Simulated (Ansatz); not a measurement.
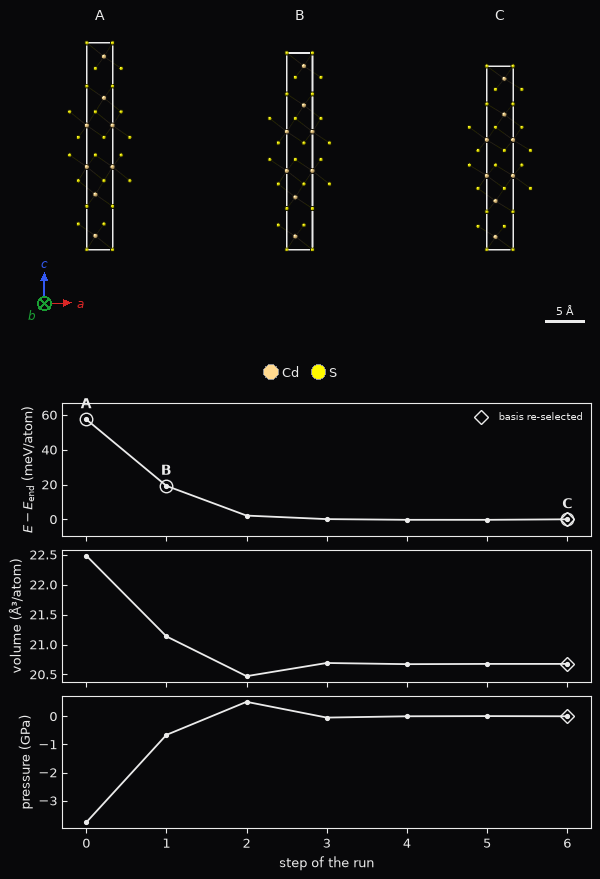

Frames of a relaxation of solid Cd2S3 (built on the tetradymite_166 type), marked on the history of the run. Style: ball-and-stick. Shown: the conventional cell (3 times the calculation's cell), along the b axis. Lengths and directions refer to the drawn axes.

Case: tetradymite type (R-3m, No. 166).

Computed with Ansatz 0.2.0, DFT PBE, scalar-relativistic, plane waves, PAW. (plane-wave cutoff 420 eV; k-point mesh 12 × 12 × 12; occupations gaussian; smearing width 0.1 eV; no spin polarisation; cell and atoms relaxed; force threshold 0.01 eV/Å; at most 80 steps)

Q: Describe the path.

A: The largest moves relative to the cell, 0.072 Å, are those of S atoms. Largest moves by element: S 0.072 Å, Cd 0.056 Å. The drawn cell changes as follows: a = b 3.826 → 3.894 Å (+1.8 %), c 26.604 → 23.612 Å (−11.2 %); the volume changes by −8.0 %. Among the contacts that change: Cd–S 2.833 → 2.777 Å, Cd–S 2.682 → 2.631 Å. Bond angles that change, for instance: Cd–S–Cd 91.0° → 95.5°, S–Cd–S 91.0° → 95.5°, S–Cd–S 91.9° → 87.6°. The space group stays R-3m (No. 166). After 5 accepted moves (6 points after the start) the energy has fallen by 57.5 meV per atom. Largest force component: 0.16 eV/Å at the start, 0.001 eV/Å at the end. The pressure goes from −3.77 to 0.00 GPa. At 1 point the geometry stayed and the basis and grid were re-selected for the new cell (energy shift of 0.3 meV per atom at most each time). Cost: 74 s on 1 thread of AMD EPYC 9B45 (Zen 5) (shared host), peak memory 0.82 GiB. From step 0 to 1: S atoms move most (0.02 Å), volume −6.0 %, energy −38.2 meV per atom. From step 1 to 6: S atoms move most (0.06 Å), volume −2.2 %, energy −19.2 meV per atom.
